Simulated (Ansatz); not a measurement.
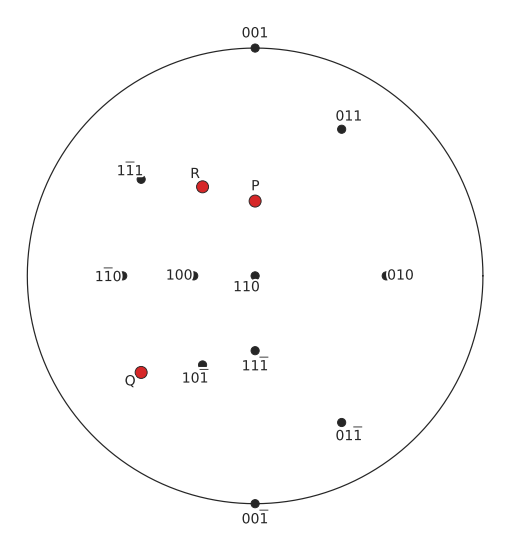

Crystal: SnO, the input geometry of an electronic-structure calculation (not necessarily at equilibrium). Stereographic projection of plane normals (upper hemisphere) centred on (1 1 0). All values are computed from the atomic coordinates in the standard setting (tolerance 0.002 Å).

a = 3.316 Å, b = 5.705 Å, c = 3.894 Å, α = 90.00°, β = 90.00°, γ = 90.00°.

Index the poles marked P, Q, R.

P is (1 1 1), 36.4° from the centre; Q is (1 −1 −1), 66.5° from the centre; R is (1 0 1), 48.8° from the centre.

What is the angle between the normals of (0 1 1) and (1 −1 0), and what are their d_hkl = 1/|g|?

106.5°; d = 3.216 Å and 2.867 Å.
